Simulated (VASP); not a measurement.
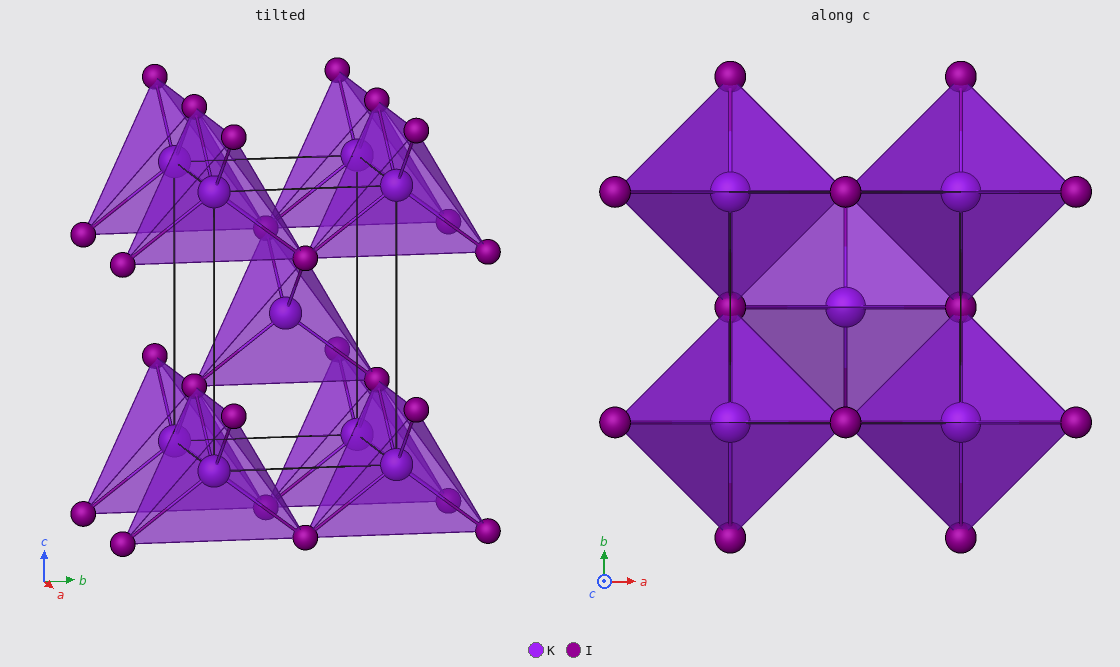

We look at a polyhedral model of the crystal slightly off an axis and along the c axis. The wireframe shows the conventional unit cell. Some neighbours outside the box are added.

KI, space group I-4m2 (No. 119), a = 5.47 Å, b = 5.47 Å, c = 8.29 Å, α = 90.00°, β = 90.00°, γ = 90.00°.

Computational set-up: VASP, DFT, r2SCAN, plane waves, PAW, plane waves up to 520 eV, k-points about 0.23 Å⁻¹ apart, Gaussian smearing of 0.01 eV.

Metal or not?

Answer. An insulator at this level, with a gap of 4.43 eV, indirect; the smallest direct gap is 4.45 eV.

Under what pressure is the structure?

Answer. The computed pressure is 0.0 GPa, close to zero.

The starting point was a structure type filled with these elements by a generator (whether the compound takes this form wasn't checked). The cell was then strained or its atoms displaced on purpose. It went into a calculation with VASP.
